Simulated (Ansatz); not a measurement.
# SnO2: what the electrons do

Space group I4_1/amd; the calculation finds a residual pressure of about 6 GPa at this fixed cell. This isn't the usual form at ambient conditions. The cell comes from a database of computed structures, not from a measurement.

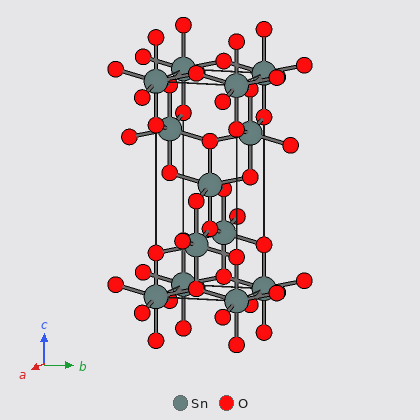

The conventional cell.

```xyz
12
Lattice="4.0001 0.0000 0.0000 0.0000 4.0001 0.0000 0.0000 0.0000 10.2474" Properties=species:S:1:pos:R:3 pbc="T T T"
Sn    0.0000    2.0001    2.5618
Sn    2.0001    0.0000    7.6855
Sn    0.0000    0.0000    0.0000
Sn    2.0001    2.0001    5.1237
O     2.0001    2.0001    3.0385
O     0.0000    0.0000    8.1622
O     0.0000    2.0001    4.6470
O     2.0001    0.0000    9.7707
O     0.0000    0.0000    2.0851
O     2.0001    2.0001    7.2088
O     0.0000    2.0001    0.4767
O     2.0001    0.0000    5.6004
```

Theory: DFT PBE, scalar-relativistic, plane waves, PAW in Ansatz 0.2.0.

Core electrons are frozen (PAW), so the maps are meaningful between the atoms, not at the nuclei.

## 1. Bonding charge

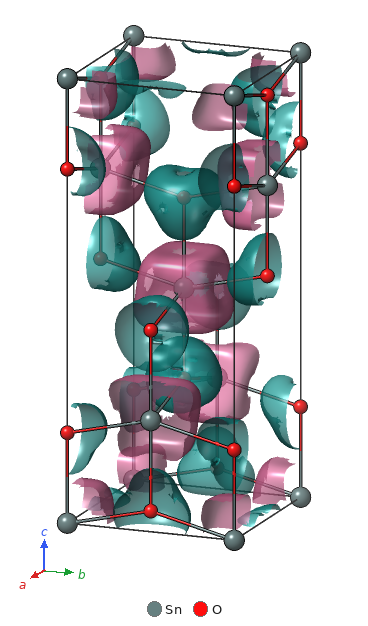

Density of the crystal less the sum of free-atom densities: teal surfaces at +0.08 and pink ones at −0.08 e/Å³, in the conventional cell seen slightly off an axis (the regions close to the nuclei are left out). Cores are masked to 0.9 Å (Sn) and 0.6 Å (O).

Q: What does the deformation density say about the bonding?

A: O–Sn (2.06 Å): Δρ is +0.017 e/Å³ at the midpoint (close to a masked core, so read it with care).
- Sn–Sn (3.25 Å): Δρ is −0.03 e/Å³ at the midpoint.
- Over the whole cell, outside the masked cores, the largest gain lies at the edge of the masked core of O, and the largest loss lies at the edge of the masked core of Sn.
- The rearranged charge, half the integral of |Δρ|, is about 0.34 e an atom.
- Bader charges: Sn +2.49 and O −1.25 e.

## 2. States by energy

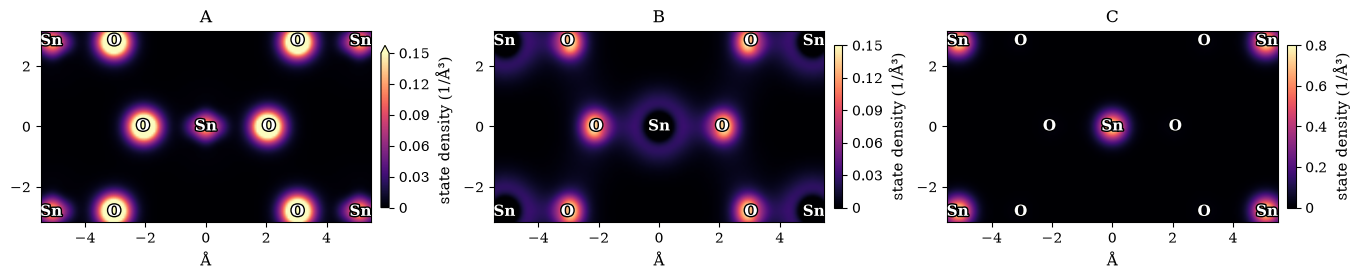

SnO2: densities of the states in three energy windows, on the (110) plane of the conventional cell.

Q: The windows, about the valence-band maximum, are −20.6 to −19.4 eV, −18.4 to −14.5 eV and −7.7 to −5.1 eV. Which panel shows which?

A: Panel A: −18.4 to −14.5 eV, a separate group of bands (semicore or deep states), mainly O 2s (70 %), Sn 4d (15 %) and Sn 5p (10 %).
Panel B: −7.7 to −5.1 eV, the lower third of the upper valence band, mainly O 2p (60 %) and Sn 5s (30 %).
Panel C: −20.6 to −19.4 eV, a separate group of bands (semicore or deep states), mainly Sn 4d (95 %).
The characters are Löwdin shares on a minimal set of atomic orbitals.

## 3. Holes and electrons

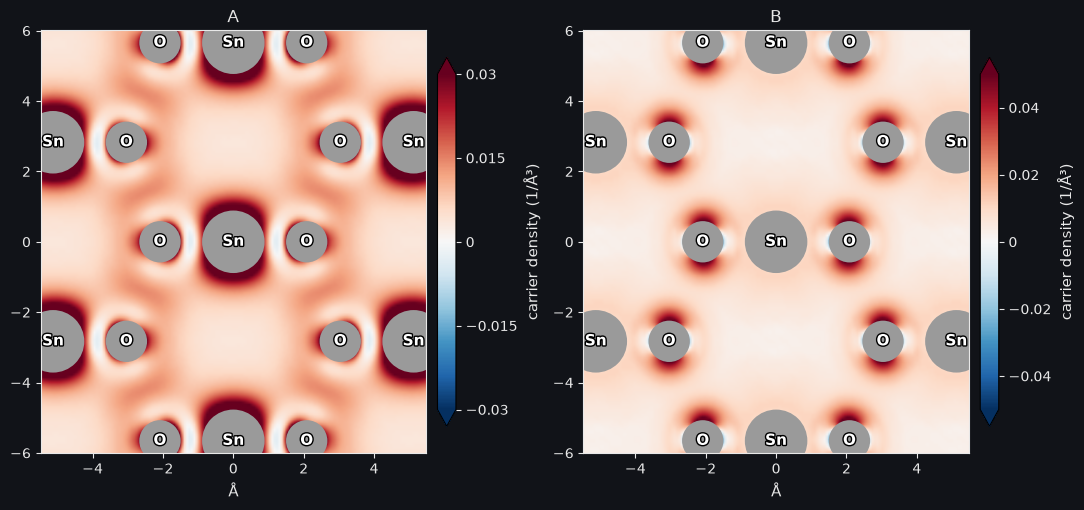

SnO2, doped once with holes and once with electrons (0.5 e in the calculation's cell of 6 atoms, uniform background, atoms fixed). Each panel shows the carrier's density (positive where it sits) on the (110) plane of the conventional cell; grey discs cover the cores. Cores are masked to 0.9 Å (Sn) and 0.6 Å (O). This is very heavy doping.

Q: Which panel shows the hole and which the electron?

A: A is the electron: outside the cores it is densest at the edge of the masked core of Sn; it divides as O about 70 % and Sn about 30 %. B is the hole: outside the cores it is densest at the edge of the masked core of O; it divides as O about 85 % and Sn about 15 %. Shares are sums over atomic cells sized by the Bader volumes, which fill 25 % (Sn) and 75 % (O) of the cell, so only an excess over these marks a preference; they are shares of the net change, screening included, and the band-edge orbitals themselves can be more concentrated.

## 4. Change of volume

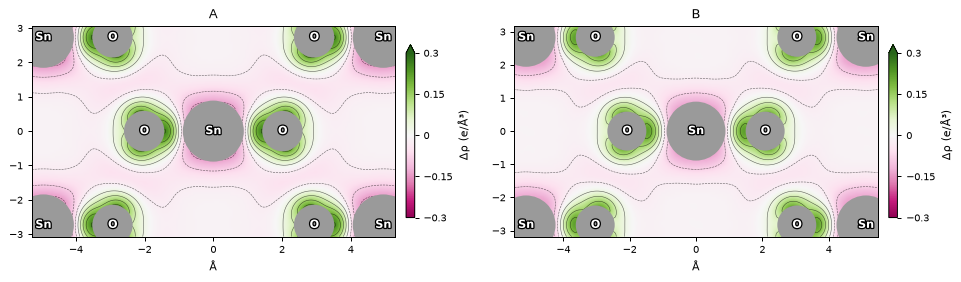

SnO2: deformation density on the (110) plane of the conventional cell at two volumes, with the same fractional coordinates and one colour scale. Grey discs cover the cores. Panel A has 90 % of the volume of panel B.

Q: What changes between the database cell and the scaled one?

A: The pressure is 6 GPa in B and 31 GPa in A.
- Bader charges in B: Sn +2.49 and O −1.25 e; in A: Sn +2.57 and O −1.28 e.
- The rearranged charge is 0.34 e an atom in B and 0.35 e in A.
- The scaled cell isn't relaxed: forces reach 0.8 eV/Å.

## 5. Taking out a sublattice

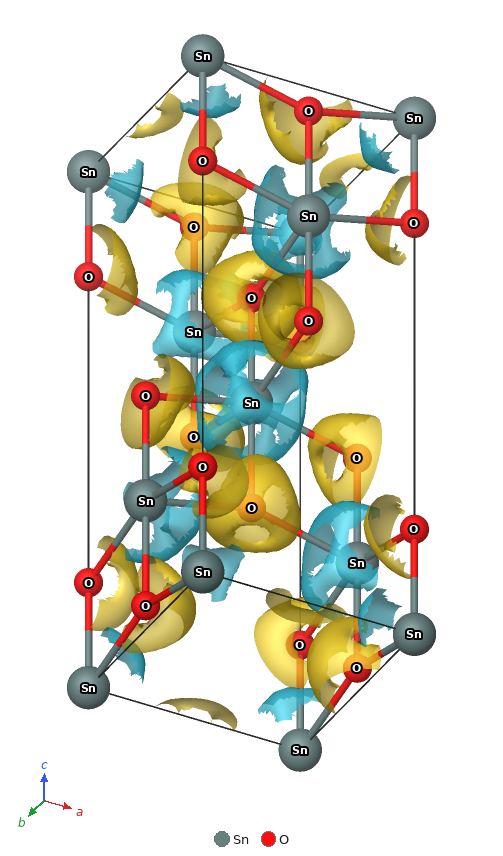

*Density of the crystal less the densities of its Sn sublattice and of the rest (O), each computed alone with the atoms in place (the rest with spin, the Sn sublattice without): yellow surfaces at +0.1 and cyan ones at −0.1 e/Å³, in the conventional cell seen at an oblique angle (the regions close to the nuclei are left out). Cores are masked to 0.9 Å (Sn) and 0.6 Å (O).*

Q: What does the difference density show?

A: Over the whole cell, outside the masked cores, the largest gain lies at the edge of the masked core of O, and the largest loss lies at the edge of the masked core of Sn.
- About 1.0 e is rearranged for each Sn atom.
- By Bader's partition Sn carries +2.49 e, so it gives electrons to the rest.

Q: What is E(crystal) − E(Sn sublattice) − E(rest) for each Sn atom?

A: E(crystal) − E(Sn sublattice) − E(rest) is −10.4 eV for each Sn atom (negative: bound). The references are the frozen sublattices, not the elements, so this isn't a formation energy. A moment in a sublattice run without spin would make it less negative.

## 6. Putting it together

Charge passes from Sn (Pauling electronegativity 1.96) to O (3.44), the direction that the scale predicts; the Bader charges fall short of whole formal charges, as they usually do. The hole favours O (85 % of it on 75 % of the volume), in line with the top of the valence band, which is mainly O 2p. A carrier enters the states at the band edge, and screening then spreads part of it over the cell. The two pressures give a mean stiffness −ΔP/Δln V of about 238 GPa over this range, with the atoms held at their fractional positions.

Run times: 21 s (base cell), 2.8 s (state densities), 20 s (electron), 20 s (hole), 20 s (scaled cell), 11 s (the rest) and 5.3 s (sublattice Sn), on 2 threads of Intel(R) Xeon(R) 6975P-C (Granite Rapids), on a shared host.
